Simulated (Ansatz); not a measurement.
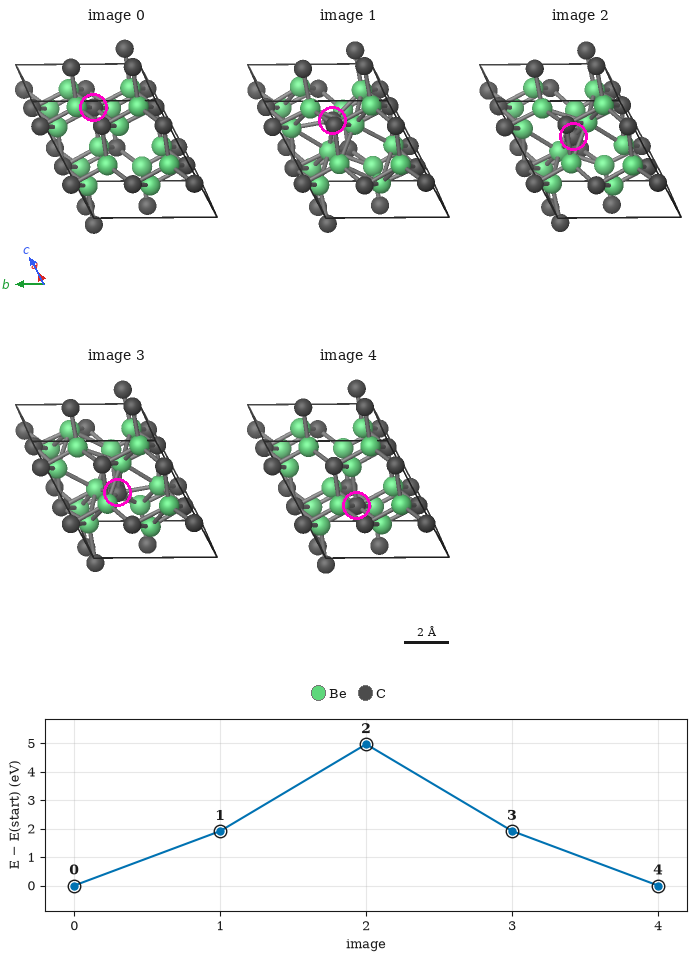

A nudged-elastic-band calculation for a defect cell of composition Be16C7 with a C vacancy (23 atoms in the cell). Images are numbered from 0 (start) to 4 (end). A ball-and-stick model of the reduced simulation cell (origin moved), seen from a free direction. The moving atom is ringed, with any periodic copies. Lengths and directions refer to the drawn axes. Bonds to atoms that aren't drawn are left out.

Theory: Ansatz 0.2.0, DFT, PAW plane waves, PBE. Settings: plane-wave cutoff 420 eV; k-point mesh 3 × 3 × 3; Gaussian smearing 0.1 eV; 3 movable images; climbing image; force threshold 0.1 eV/Å; iteration limit 40.

**What happens along the path, and what is the barrier?**

It is a vacancy jump: a nearby atom moves into the empty site and leaves its own site empty. A C atom travels furthest, 3.10 Å from end to end, along −c, on a straight line. At the highest image its nearest neighbour (Be) is 1.57 Å away, against 1.89 Å at the start, and the surrounding atoms stand up to 0.45 Å off the mean of their end positions. The barrier is about 4.97 eV in both directions, with image 2 at the top; the ends have the same energy. The band converged in 6 iterations. The largest component of the band force went from 36 to 0.062 eV/Å. The climbing image converged on the top of the path. Its curvatures weren't checked. The force threshold of 0.1 eV/Å is loose, so the barrier is approximate.

Limits of the set-up: the periodic images lie only 6.2 Å apart, so the values are limited by the cell's size.

Cost: 83 s on 4 threads of Arm Neoverse V2, with other jobs on the host, peak memory 0.93 GiB.
